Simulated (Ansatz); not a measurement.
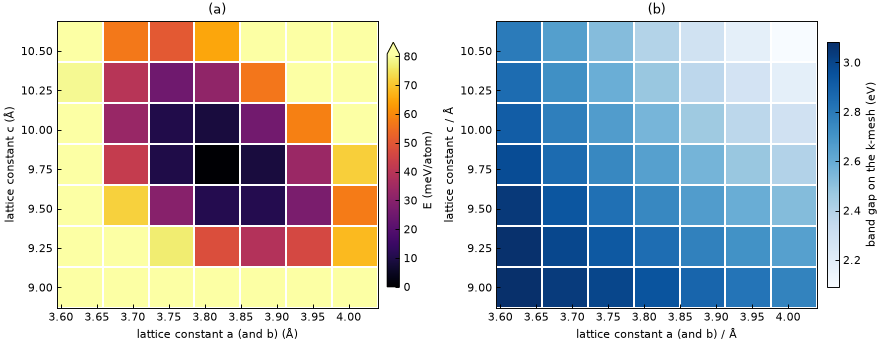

TiO2 (I4_1/amd, No. 141; 6 atoms in the cell). The energy is mapped over the lattice constants a and c of the conventional cell. The first coordinate is: lattice constant a (and b); the second: lattice constant c. Nothing is relaxed (fractional coordinates fixed). The scan uses a 7 × 7 grid. Points are written as (first, second). Energies: meV/atom, counted from the lowest grid point. Method: Ansatz, DFT PBE+U, scalar-relativistic, plane waves, PAW. Settings: cutoff 520 eV, k-mesh 8×8×8, gaussian smearing 0.05 eV, U_eff Ti 4 eV, no spin polarisation.

Panel (a) is the energy; panel (b) is the computed band gap on the k-mesh, in eV.

Drawn: one coloured cell a grid point, one colour for all values above the top of the scale.

### How does the band gap on the k-mesh vary over the map, and what is it at the lowest grid point?

It runs from 2.09 eV at (4.008 Å, 10.56 Å) to 3.08 eV at (3.626 Å, 9.00 Å). At the lowest grid point, (3.817 Å, 9.78 Å), it is 2.65 eV.

PAW datasets: the set soft_1.
